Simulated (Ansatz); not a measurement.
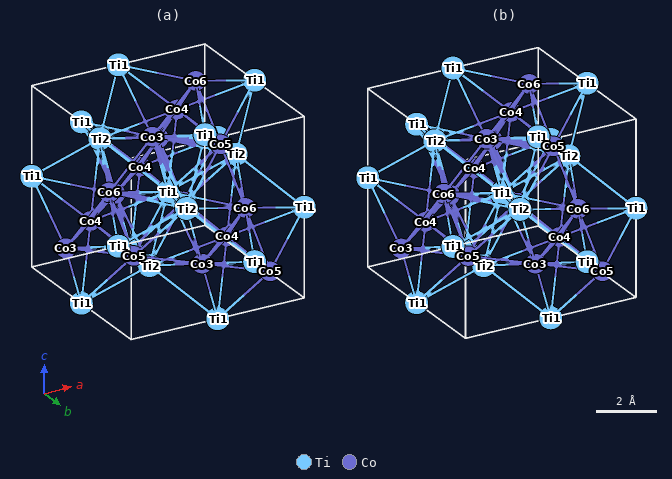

The structure of crystalline TiCo$_{2}$ (set up in Fd-3m) before (left) and after (right) a relaxation, at one scale.

The picture is a ball-and-stick view of the conventional cell (4 times the calculation's cell), seen from a free direction. Lengths and directions refer to the drawn axes.

Case: ferrimagnetic in the cell, signs +++-.

All numbers below come from DFT PBEsol, scalar-relativistic, plane waves, PAW in Ansatz 0.2.0.

The input:
```yaml
crystal:
  lattice:
    - [0.0, 3.352, 3.352]
    - [3.352, 0.0, 3.352]
    - [3.352, 3.352, 0.0]
  atoms:
    - { symbol: Ti, position: [0.5, 0.5, 0.5] }
    - { symbol: Ti, position: [0.75, 0.75, 0.75] }
    - { symbol: Co, position: [0.125, 0.125, 0.125], spin: 3.0 }
    - { symbol: Co, position: [0.625, 0.125, 0.125], spin: 3.0 }
    - { symbol: Co, position: [0.125, 0.125, 0.625], spin: 3.0 }
    - { symbol: Co, position: [0.125, 0.625, 0.125], spin: -3.0 }
basis:
  ecutwfc: 420
kpoints:
  mp_grid: { grid: [10, 10, 10] }
hamiltonian:
  xc: pbesol
scf:
  occupations: { method: gaussian, width: 0.1 }
  lower_state_search: "off"
output:
  forces: true
  stress: true
  eigenvalues: true
  populations: true
magnetization:
  spin_polarized: true
relax:
  adjacent_minimum: "off"
  f_tol: 0.01
  max_steps: 60
  cell: { stress_tol: 0.05 }
```

Command:
```bash
ansatz run input.yaml --threads 1 --pin off --max-ram 2560MiB --backend cpu --events-out ev --progress --plain --runs-dir out
```

What changed between the two?

The run was cut off at its time limit before the relaxation converged, so the last structure is only a point on the way. The atoms keep their places relative to the cell (all moves are under 0.005 Å). The drawn cell changes as follows: a = b = c 6.704 → 6.597 Å (−1.6 %); the volume changes by −4.7 %. Among the contacts that change: Ti1–Ti2 2.903 → 2.857 Å, Ti1–Co3 2.779 → 2.735 Å, Co3–Co4 2.370 → 2.332 Å. The space group stays Fd-3m (No. 227). After 1 geometry step the energy has fallen by 0.191 eV per cell of the calculation. The pressure goes from −11.67 to −4.43 GPa. The program noted that the starting moments weren't kept. The run took 13 min on 1 thread of Intel(R) Xeon(R) Processor @ 2.50GHz (Skylake/Cascade Lake), on a shared host, peak memory 0.98 GiB.
